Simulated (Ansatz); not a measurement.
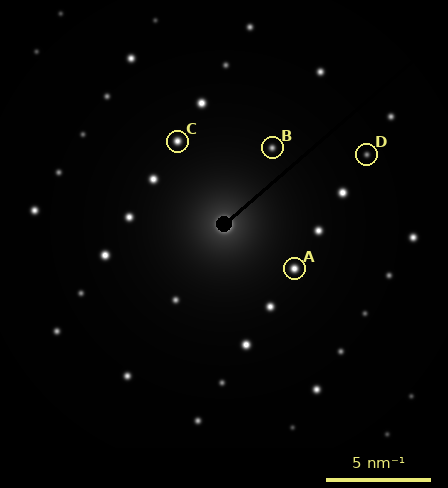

The pattern is a kinematic simulation for 100 kV electrons (no multiple scattering; isotropic B = 0.3 Å²). The zone axis points towards the electron source and the pattern is seen from the source side.

The sample is TiO2, space group P4_2/mnm (No. 136), a = 4.591 Å, c = 2.939 Å. Structure: coordinates from a relaxation in a fixed cell with DFT PBEsol, scalar-relativistic, plane waves, PAW in Ansatz 0.2.0.

Spot A is indexed -1 0 1 and spot B 0 -2 0.

**Index the other marked spots.**

C = −A + (1/2)B = 1 -1 -1 (d = 2.179 Å). D = A + (3/2)B = -1 -3 1 (d = 1.302 Å).

**Give [uvw].**

The cross product of A and B is parallel to [101]; every spot obeys hu + kv + lw = 0.

**What are the spacings of A and B and the angle between them?**

d(A) = 2.475 Å, d(B) = 2.296 Å, and the angle is 90.0°.
